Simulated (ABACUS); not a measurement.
**Band-structure run, with input and output: GaAs (part 2 of 2)**

Continued. System: GaAs (F-43m, 2 atoms in the cell). Method: Kohn-Sham DFT of a periodic cell, WC, PseudoDojo NC SR 0.4 PBEsol stringent, no spin polarisation (ABACUS 3.10.1); cutoff 1551.05 eV, fermi-dirac of 0.05 eV. The structure derives from an entry of the Crystallography Open Database. It belongs to a series of runs on one base structure; here: bands on the converged density.

Geometry of the input (Å; fractional positions):
```
0.0000  2.8268  2.8268
2.8268  0.0000  2.8268
2.8268  2.8268  0.0000
As 0.7500  0.7500  0.7500
Ga 0.0000  0.0000  0.0000
```

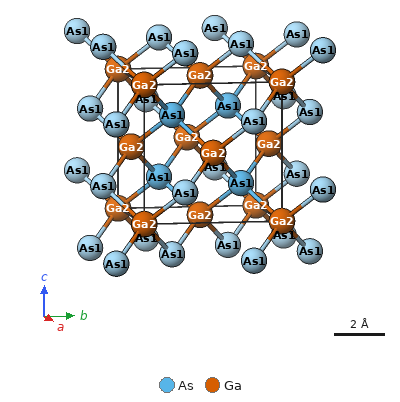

Figure 1. The structure as given in the input (ball-and-stick view of the cell 4 times as large as that of the calculation, set on its symmetry axes, seen slightly off an axis; neighbours outside the cell are drawn fainter; atoms are numbered from 1 in the order of the input).

### Log, continued
```
 k(11/102) Iter steps (avg)=14 threshold=1e-07
 k(12/102) Iter steps (avg)=14 threshold=1e-07
 k(13/102) Iter steps (avg)=14 threshold=1e-07
 k(14/102) Iter steps (avg)=13 threshold=1e-07
 k(15/102) Iter steps (avg)=13 threshold=1e-07
 k(16/102) Iter steps (avg)=12 threshold=1e-07
 k(17/102) Iter steps (avg)=12 threshold=1e-07
 k(18/102) Iter steps (avg)=13 threshold=1e-07
 k(19/102) Iter steps (avg)=13 threshold=1e-07
 k(20/102) Iter steps (avg)=13 threshold=1e-07
 k(21/102) Iter steps (avg)=13 threshold=1e-07
 k(22/102) Iter steps (avg)=13 threshold=1e-07
 k(23/102) Iter steps (avg)=12 threshold=1e-07
 k(24/102) Iter steps (avg)=14 threshold=1e-07
 k(25/102) Iter steps (avg)=13 threshold=1e-07
 k(26/102) Iter steps (avg)=14 threshold=1e-07
[... levels at 26 k points of this process ...]

 Density error is 0.00000000000
                          Error Threshold = 1.00000000000e-07
----------------------------------------------------------
     Energy           Rydberg                 eV
----------------------------------------------------------
 E_KohnSham     -1106.7632209903     -15058.2861423007
 E_KS(sigma->0) -1106.7631924616     -15058.2857541483
 E_Harris       -1106.7632209903     -15058.2861423007
 E_band         -154.8464500328      -2106.7940355180
 E_one_elec     -990.5219062340      -13476.7419186035
 E_Hartree      478.6569879635       6512.4624238216
 E_xc           -106.1287359903      -1443.9555310061
 E_Ewald        -488.7695096722      -6650.0503402079
 E_entropy(-TS) -0.0000570573        -0.0007763049
 E_descf        0.0000000000         0.0000000000
 E_exx          0.0000000000         0.0000000000
 E_Fermi        0.7274469431         9.8974234188
----------------------------------------------------------

 charge density convergence is achieved
 final etot is -15058.286142 eV
 EFERMI = 9.8974234188 eV

 STATE ENERGY(eV) AND OCCUPATIONS    NSPIN == 1
 1/26 kpoint (Cartesian) = 0.0000 0.0000 0.0000 (6231 pws)
       1       -174.786      0.0196078
       2       -133.710      0.0196078
       3       -118.343      0.0196078
       4       -118.343      0.0196078
       5       -118.343      0.0196078
       6       -84.5988      0.0196078
       7       -84.5988      0.0196078
       8       -84.5988      0.0196078
       9       -25.5442      0.0196078
      10       -25.5442      0.0196078
      11       -25.5442      0.0196078
      12       -25.5344      0.0196078
      13       -25.5344      0.0196078
      14       -5.17165      0.0196078
      15       -5.17165      0.0196078
      16       -5.17165      0.0196078
      17       -5.09384      0.0196078
      18       -5.09384      0.0196078
      19       -3.09760      0.0196078
      20        9.66689      0.0194148
      21        9.66689      0.0194148
      22        9.66689      0.0194148
      23        10.0574    0.000767733
      24        13.3696    1.35896e-32
      25        13.3696    1.35896e-32
      26        13.3696    1.35896e-32
      27        17.0284    2.25809e-64
      28        19.8369    9.09923e-89
      29        19.8369    9.09923e-89
      30        21.0959        0.00000
      31        21.0959        0.00000
      32        21.0959        0.00000
      33        23.9164        0.00000

 2/26 kpoint (Cartesian) = 0.0000 0.017688 0.0000 (6263 pws)
       1       -174.786      0.0196078
       2       -133.710      0.0196078
       3       -118.343      0.0196078
       4       -118.343      0.0196078
       5       -118.343      0.0196078
       6       -84.5988      0.0196078
       7       -84.5988      0.0196078
       8       -84.5988      0.0196078
       9       -25.5442      0.0196078
      10       -25.5441      0.0196078
      11       -25.5441      0.0196078
      12       -25.5344      0.0196078
      13       -25.5344      0.0196078
      14       -5.17540      0.0196078
      15       -5.17050      0.0196078
      16       -5.17050      0.0196078
      17       -5.09429      0.0196078
      18       -5.09354      0.0196078
      19       -3.05809      0.0196078
      20        8.94169      0.0196078
      21        9.53602      0.0195936
      22        9.53602      0.0195936
      23        10.7761    4.57724e-10
      24        13.2176    2.84001e-31
      25        13.5489    3.76679e-34
      26        13.5489    3.76679e-34
      27        17.2707    1.77274e-66
      28        19.1528    7.97115e-83
      29        19.8778    4.01839e-89
      30        21.1821        0.00000
      31        21.1821        0.00000
      32        21.5954        0.00000
      33        24.3319        0.00000

 3/26 kpoint (Cartesian) = 0.0000 0.035375 0.0000 (6250 pws)
       1       -174.786      0.0196078
       2       -133.710      0.0196078
       3       -118.343      0.0196078
       4       -118.343      0.0196078
       5       -118.343      0.0196078
       6       -84.5988      0.0196078
       7       -84.5988      0.0196078
       8       -84.5988      0.0196078
       9       -25.5442      0.0196078
      10       -25.5440      0.0196078
      11       -25.5440      0.0196078
      12       -25.5345      0.0196078
      13       -25.5343      0.0196078
      14       -5.18581      0.0196078
      15       -5.16714      0.0196078
      16       -5.16714      0.0196078
      17       -5.09569      0.0196078
      18       -5.09267      0.0196078
      19       -2.94081      0.0196078
      20        8.06367      0.0196078
      21        9.20765      0.0196078
      22        9.20765      0.0196078
      23        11.6052    2.87619e-17
      24        12.8664    3.19589e-28
      25        14.0217    2.94907e-38
      26        14.0217    2.94907e-38
      27        17.8354    2.20728e-71
      28        18.2041    1.38596e-74
      29        20.0003        0.00000
      30        21.4412        0.00000
      31        21.4412        0.00000
      32        22.1670        0.00000
      33        25.4859        0.00000

 4/26 kpoint (Cartesian) = 0.0000 0.053063 0.0000 (6258 pws)
       1       -174.786      0.0196078
       2       -133.710      0.0196078
       3       -118.343      0.0196078
       4       -118.343      0.0196078
       5       -118.343      0.0196078
       6       -84.5988      0.0196078
       7       -84.5988      0.0196078
       8       -84.5988      0.0196078
       9       -25.5443      0.0196078
      10       -25.5438      0.0196078
      11       -25.5438      0.0196078
      12       -25.5345      0.0196078
      13       -25.5342      0.0196078
      14       -5.20080      0.0196078
      15       -5.16186      0.0196078
      16       -5.16186      0.0196078
      17       -5.09815      0.0196078
      18       -5.09131      0.0196078
      19       -2.74938      0.0196078
      20        7.19764      0.0196078
      21        8.79209      0.0196078
      22        8.79209      0.0196078
      23        12.1546    4.86399e-22
      24        12.6107    5.31089e-26
      25        14.6752    6.20670e-44
      26        14.6752    6.20670e-44
      27        17.2506    2.65079e-66
      28        18.8224    5.90291e-80
      29        20.2044        0.00000
      30        21.8746        0.00000
      31        21.8746        0.00000
      32        22.6568        0.00000
      33        27.0952        0.00000

 5/26 kpoint (Cartesian) = 0.0000 0.070750 0.0000 (6254 pws)
       1       -174.786      0.0196078
       2       -133.710      0.0196078
       3       -118.343      0.0196078
       4       -118.343      0.0196078
       5       -118.343      0.0196078
       6       -84.5988      0.0196078
       7       -84.5988      0.0196078
       8       -84.5988      0.0196078
       9       -25.5445      0.0196078
      10       -25.5435      0.0196078
      11       -25.5435      0.0196078
      12       -25.5346      0.0196078
      13       -25.5341      0.0196078
      14       -5.21802      0.0196078
      15       -5.15513      0.0196078
      16       -5.15513      0.0196078
      17       -5.10154      0.0196078
      18       -5.08959      0.0196078
      19       -2.48946      0.0196078
      20        6.35338      0.0196078
      21        8.36519      0.0196078
      22        8.36519      0.0196078
      23        11.9066    6.93691e-20
      24        12.8758    2.64694e-28
      25        15.4308    1.69999e-50
      26        15.4308    1.69999e-50
      27        16.8326    1.13243e-62
      28        19.8340    9.65196e-89
      29        20.4895        0.00000
      30        22.4831        0.00000
      31        22.4831        0.00000
      32        23.1972        0.00000
      33        28.9491        0.00000

 6/26 kpoint (Cartesian) = 0.0000 0.088438 0.0000 (6254 pws)
       1       -174.786      0.0196078
       2       -133.710      0.0196078
       3       -118.343      0.0196078
       4       -118.343      0.0196078
       5       -118.343      0.0196078
       6       -84.5988      0.0196078
       7       -84.5988      0.0196078
       8       -84.5988      0.0196078
       9       -25.5446      0.0196078
      10       -25.5433      0.0196078
      11       -25.5433      0.0196078
      12       -25.5347      0.0196078
      13       -25.5339      0.0196078
      14       -5.23541      0.0196078
      15       -5.14757      0.0196078
      16       -5.14757      0.0196078
      17       -5.10556      0.0196078
      18       -5.08769      0.0196078
      19       -2.16918      0.0196078
      20        5.53775      0.0196078
      21        7.96844      0.0196078
      22        7.96844      0.0196078
      23        11.5623    6.77869e-17
      24        12.8431    5.08524e-28
      25        16.2437    1.47636e-57
      26        16.2437    1.47636e-57
      27        17.0042    3.66421e-64
      28        20.8546        0.00000
      29        20.9162        0.00000
      30        23.2658        0.00000
      31        23.2658        0.00000
      32        23.8553        0.00000
      33        27.9902        0.00000

[... levels at 20 further k points ...]

 --------------------------------------------
 !FINAL_ETOT_IS -15058.28614230073 eV
 --------------------------------------------

 Output bands in file: OUT.GaAs/BANDS_1.dat
```

### Standard output
```
1,Total thread number: 4,Local thread limit: 72
                              ABACUS v3.10.1

               Atomic-orbital Based Ab-initio Computation at UStc

 dft_functional readin is: wc
 dft_functional in pseudopot file is: PBESOL
 Please make sure this is what you need
 dft_functional readin is: wc
 dft_functional in pseudopot file is: PBESOL
 Please make sure this is what you need

%%%%%%%%%%%%%%%%%%%%%%%%%%%%%%%%%%%%%%%%%%%%%%%%%%%%%%%%%%%%%%%%%%%%%%%%%%%%%%%%%%%%%%%%%%%%%%%%%%%%%%%%%
 Warning: the number of valence electrons in pseudopotential > 5 for As: [Ar] 3d10 4s2 4p3
 Warning: the number of valence electrons in pseudopotential > 3 for Ga: [Ar] 3d10 4s2 4p1
 Pseudopotentials with additional electrons can yield (more) accurate outcomes, but may be less efficient.
 If you're confident that your chosen pseudopotential is appropriate, you can safely ignore this warning.
%%%%%%%%%%%%%%%%%%%%%%%%%%%%%%%%%%%%%%%%%%%%%%%%%%%%%%%%%%%%%%%%%%%%%%%%%%%%%%%%%%%%%%%%%%%%%%%%%%%%%%%%%

 UNIFORM GRID DIM        : 54 * 54 * 54
 UNIFORM GRID DIM(BIG)   : 54 * 54 * 54
 ---------------------------------------------------------
 ---------------------------------------------------------
 SPIN    KPOINTS         PROCESSORS  THREADS
 1       102             4           4
 ---------------------------------------------------------
 Use plane wave basis
 ---------------------------------------------------------
 ELEMENT NATOM       XC
 As      1
 Ga      1
 ---------------------------------------------------------
 Initial plane wave basis and FFT box
 ---------------------------------------------------------
 -------------------------------------------
 NONSELF-CONSISTENT :
 -------------------------------------------
 START CHARGE      : file
 ITER       ETOT/eV          EDIFF/eV         DRHO     TIME/s
 DA1     -1.50582861e+04   0.00000000e+00   0.0000e+00  36.34
```

### Key numbers

| quantity | value |
| --- | --- |
| outcome | converged |
| space group (tolerance 0.01 Å) | F-43m (216) |
| electrons treated | 44 |
| Fermi energy of the self-consistent step | 9.890 eV |
| gap on the band path | 0.39 eV |
| hardware | 4 threads of Intel Xeon @ 3.00GHz (Skylake/Cascade Lake), 12 GiB of memory available, shared host |
| wall time | 37 s (CPU time 2.5 min) |
| peak memory | 0.8 GiB |
